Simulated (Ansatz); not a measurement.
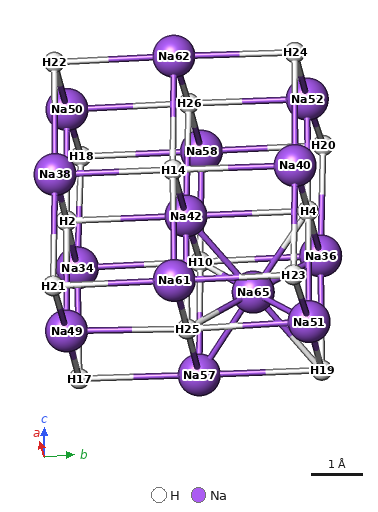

A defect cell of composition H32Na33, before the relaxation. A ball-and-stick model of the atoms within 4.2 Å of the atom that moves most (axes of the cell of the calculation (origin shifted)), seen from a free direction.

Method: Ansatz 0.2.0, DFT, PBEsol, PAW, plane waves.

Settings: plane-wave cutoff 420 eV; k-point mesh 1 × 1 × 1; mesh shifted by (0.25, 0.25, 0.25); collinear spin; atoms relaxed in a fixed cell; force threshold 0.03 eV/Å; at most 80 steps.

```
H Na
1.0
     9.58553    0.00000    0.00000
     0.00000    9.58553    0.00000
     0.00000    0.00000    9.58553
H Na
32 33
Direct
  0.25045 0.99921 0.99760
  0.24839 0.00014 0.50091
  0.24751 0.49916 0.99885
  0.24776 0.50025 0.50034
  0.74956 0.99663 0.99784
  0.74960 0.99999 0.50304
  0.74845 0.50141 0.00153
  0.74953 0.50088 0.50125
  0.99706 0.25376 0.00137
  0.00372 0.25063 0.50059
  0.00064 0.75075 0.99769
  0.99937 0.74903 0.50485
  0.49873 0.24992 0.99967
  0.50186 0.24750 0.49736
  0.49782 0.75140 0.00194
  0.50227 0.74900 0.49896
  0.99785 0.99934 0.25331
  0.00124 0.00338 0.74835
  0.99694 0.50155 0.24976
  0.00149 0.50480 0.75035
  0.50402 0.00007 0.24795
  0.49993 0.00193 0.74950
  0.50257 0.49761 0.25078
  0.49928 0.49980 0.74911
  0.24936 0.25015 0.24740
  0.25144 0.25343 0.75046
  0.24971 0.75238 0.24864
  0.24854 0.75355 0.75051
  0.74940 0.25487 0.25032
  0.74904 0.24834 0.75291
  0.74988 0.75096 0.25304
  0.74905 0.74891 0.74797
  0.00221 0.99882 0.00028
  0.00013 0.99592 0.50030
  0.99741 0.49545 0.99987
  0.00429 0.50022 0.50234
  0.49968 0.00001 0.00181
  0.49782 0.00340 0.49941
  0.50101 0.49887 0.00174
  0.49861 0.50055 0.49651
  0.24516 0.24588 0.99857
  0.25180 0.24797 0.49903
  0.24885 0.74878 0.99863
  0.24810 0.74936 0.50665
  0.74925 0.25328 0.00074
  0.75168 0.24632 0.49862
  0.75209 0.75161 0.00047
  0.74694 0.74777 0.50322
  0.25250 0.00071 0.25287
  0.25002 0.00137 0.74901
  0.24717 0.50245 0.25320
  0.25058 0.49900 0.74939
  0.75032 0.99902 0.25225
  0.75249 0.00349 0.75014
  0.74940 0.49787 0.25155
  0.75298 0.49802 0.75285
  0.00149 0.24844 0.24890
  0.00195 0.25313 0.74856
  0.00390 0.75057 0.24961
  0.99830 0.75030 0.75000
  0.49968 0.25039 0.25049
  0.50225 0.24994 0.75073
  0.49530 0.75314 0.24668
  0.50221 0.75053 0.75134
  0.12470 0.37348 0.37647
```

What does the optimiser find from here?

Answer. Na42 moves most: 1.13 Å along [1 −1 1]. Largest moves by element: Na 1.13 Å, H 0.33 Å. The cell stays as it was. Among the contacts that change: H10–Na42 2.378 → 3.479 Å, H25–Na42 2.412 → 3.486 Å, H4–Na42 2.419 → 3.452 Å, Na42–Na62 3.404 → 2.780 Å. Bonds break: H10–Na42 (2.38 → 3.48 Å), H25–Na42 (2.41 → 3.49 Å). Bond angles that change, for instance: H14–Na42–H26 90.5° → 116.6°, H2–Na42–H14 90.7° → 115.6°, Na36–H19–Na51 87.5° → 103.3°. After 8 geometry steps the energy has fallen by 2.359 eV per cell of the calculation. The largest force component goes from 1.6 to 0.0045 eV/Å. The program noted that the starting moments weren't kept.

Step by step:

| step | E − E(0), meV/atom | largest force component, eV/Å |
| --- | --- | --- |
| 0 | 0.00 | 1.5533 |
| 1 | -12.44 | 0.8695 |
| 2 | -31.12 | 0.3850 |
| 3 | -35.35 | 0.0543 |
| 4 | -35.38 | 0.0876 |
| 5 | -35.95 | 0.0495 |
| 6 | -36.09 | 0.0813 |
| 7 | -36.24 | 0.0457 |
| 8 | -36.29 | 0.0045 |

After the run, drawn alike:

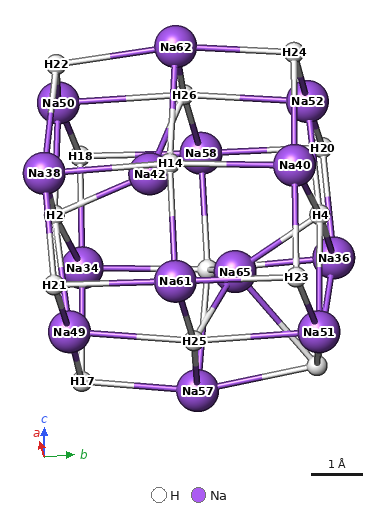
